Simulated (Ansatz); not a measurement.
System: W.

```yaml
crystal:
  lattice:
    - [5.75850, 0.00000, 0.00000]
    - [0.00000, 5.75850, 0.00000]
    - [0.00000, 0.00000, 5.75850]
  atoms:
    - { symbol: W, position: [0.75000, 0.25000, 0.25000] }
    - { symbol: W, position: [0.25000, 0.75000, 0.25000] }
    - { symbol: W, position: [0.25000, 0.25000, 0.75000] }
    - { symbol: W, position: [0.75000, 0.75000, 0.75000] }
    - { symbol: W, position: [0.50000, 0.00000, 0.00000] }
    - { symbol: W, position: [0.00000, 0.50000, 0.00000] }
    - { symbol: W, position: [0.00000, 0.00000, 0.50000] }
    - { symbol: W, position: [0.50000, 0.50000, 0.50000] }
```

Space group Fd-3m; set up as W, diamond; a generated structure, not necessarily the stable one; changed on purpose from its base cell (volume × 1.0).

All numbers below come from Ansatz 0.2.0, DFT, PBEsol, plane waves (420 eV) with PAW, scalar-relativistic.

What can the converged valence pseudo-density and electron localisation function tell about the bonding?

W–W (2.49 Å): ρ at the midpoint is about 0.69 e/Å³; the ELF reaches about 0.50 near the midpoint.

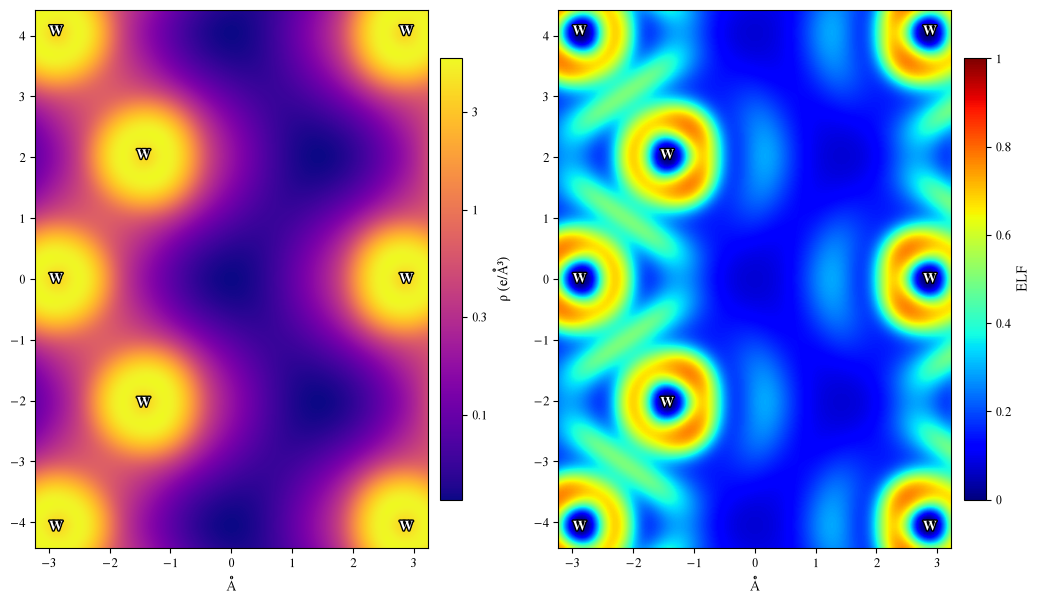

Computed valence pseudo-density and electron localisation function on the (011) plane of the conventional cell, in this order. 

In a PAW calculation such maps are meaningful between the atoms, not at the nuclei.
